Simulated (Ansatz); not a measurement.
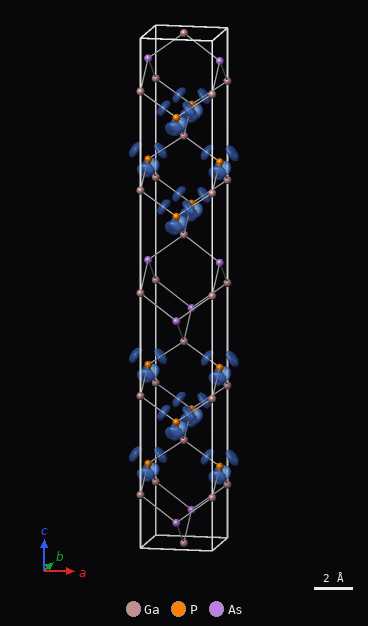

Figure 1: Ga5As2P3. Isosurface of the electron localisation function at 0.85 (blue), seen slightly off an axis. Core shells and regions of very low density are left out. Sticks mark near contacts.

Space group I-4m2; a structure generated by program, which may or may not match a known phase; computed pressure about −5 GPa in this cell.

These are results of Ansatz, DFT LDA, scalar-relativistic, plane waves, PAW, not measurements.

In a PAW calculation such maps are meaningful between the atoms, not at the nuclei.

What do the ELF domains correspond to?

The ELF exceeds this value in 24 lobes of the valence shell of P pointing towards Ga (polar bonds), counted in one cell of 20 atoms. Any copies at cell faces, edges or corners count once.

Values along the shortest contacts:
Ga–P (2.40 Å): the ELF peaks at about 0.90 in the valence shell of P, 0.9 Å from its nucleus, and is about 0.75 at the midpoint. Ga–As (2.46 Å): the ELF peaks at about 0.75 between the atoms; localised, covalent bonding.

Does the calculation give a band gap?

It is gapped, with a Kohn–Sham gap of 0.71 eV on the k-point mesh (the band edges may lie off the mesh, which would make the gap smaller).
